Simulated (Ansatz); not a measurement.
# HfN/AlN/HfN: predicting the conductance of a thicker barrier

How it was computed: Ansatz 0.2.0, plane waves with PAW datasets, PBE. Interfaces are relaxed in a short slab (with D3(BJ) where the barrier is layered), set between ideal electrode layers that go on as semi-infinite leads, and the zero-bias conductance G at 300 K comes from T(E) on a typed mesh. The error is the largest of the program's estimates from energy step, mesh, the leads' potential steps and neutrality; its separate bound for narrow resonances between the energies solved isn't counted and can be far larger. The lower electrode is HfN (rock salt 111), the upper HfN (rock salt 111) and the barrier AlN (wurtzite 0001), on a net of side 3.203 Å; d is the distance between the electrodes' last planes.

Runs in hand:

```
planes in the barrier  d (Å)  G (S/m²)  error (%)  lead step (meV)
                    4   7.23   5.66e13         63               30
                    8  12.24   3.85e12         52               28
                   12  17.24   5.83e11         59               28
```

**Question.** A further run has 16 planes, d = 22.25 Å. Fit G ∝ exp(−βd) to the rows shown and predict its conductance.

A: Take y = ln G: 31.67, 28.98 and 27.09. The means are d = 12.24 Å and y = 29.25; Σ(Δd Δy) = −22.90 and Σ(Δd)² = 50.10, so the slope is −0.457 Å⁻¹ (β = 0.457 Å⁻¹). At d = 22.25 Å, y = 29.25 − 0.457 × 10.01 = 24.67, or G = 5.17e10 S/m².

Check: The run gave 8.47e10 S/m², with an error estimate of 59 % and a lead step of 28 meV. The prediction is 0.61 times that, too low by 39 %. That lies within the runs' own error estimates, carried through the fit.

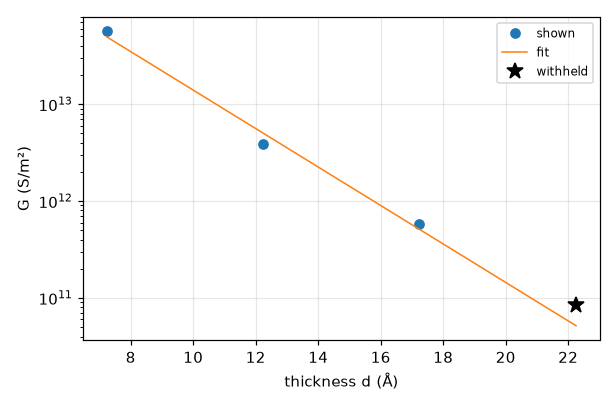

Fit and withheld run.

Caveats: The interfaces are ideal, one cell wide, strained to a common net and relaxed from one registry with their symmetry kept. PBE's gaps are too small, so true decay constants are likely larger where the Fermi level lies deep in a gap. No spin-orbit coupling, phonons, disorder or image charges enter. The rows shown are chosen by tests on error estimates (under 100 to 120 %), lead steps (under 150 meV, though the program warns over 25), intact interfaces and, for fits, a steady trend in the rows shown; the data set holds 414 series of this kind, and not all pass.

[Logs are printed without paths, hosts, clocks, repeated set-up lines and the standing remarks that a program may print on its own settings, such as how far it seeks lower states.]
